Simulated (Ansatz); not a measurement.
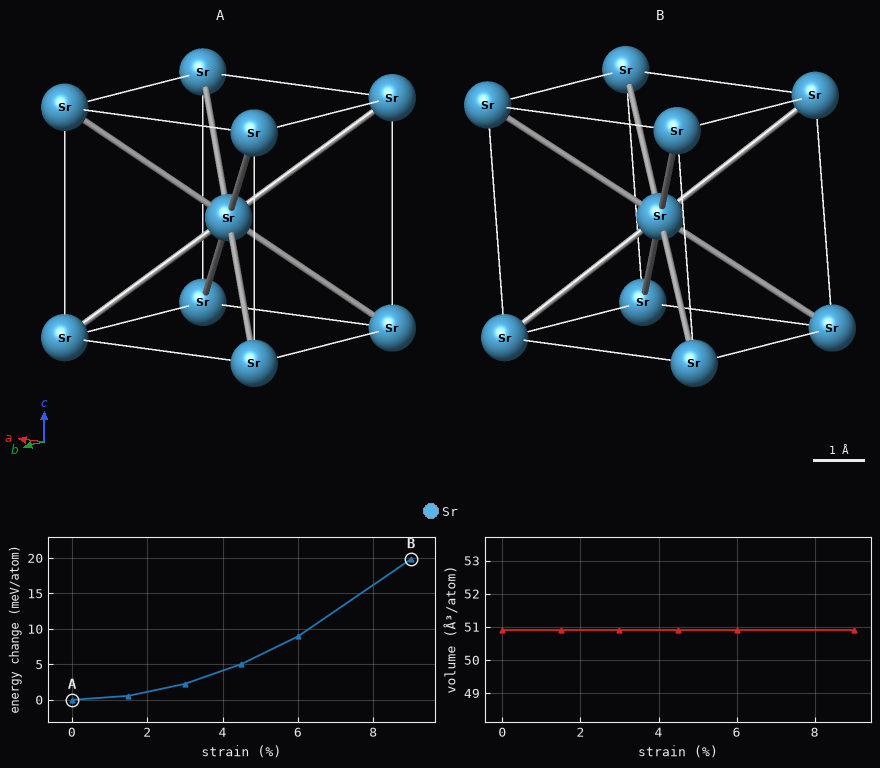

Members of a series of calculations on a crystal of Sr (set up in Im-3m), marked on the first curve. Style: ball-and-stick. Shown: the cell of the calculation, from a free direction.

Theory: DFT PBEsol, scalar-relativistic, plane waves, PAW in Ansatz. Settings: plane-wave cutoff 420 eV; k-point mesh 12 × 12 × 12; occupations gaussian; smearing width 0.1 eV; no spin polarisation.

> Describe the series.

Shear of c along a, cell held, atoms relaxed. A (strain 0.0 %): energy change 0.0 meV/atom, volume 50.92 Å³ per atom. B (strain 9.0 %): energy change 19.8 meV/atom, volume 50.92 Å³ per atom. The rest compares A with B. The drawn cell changes at constant volume: a = b unchanged at 4.670 Å, c 4.670 → 4.689 Å (+0.4 %), β 90.0° → 84.9°. Some distances before and after: Sr–Sr 4.044 → 3.927 to 4.169 Å.
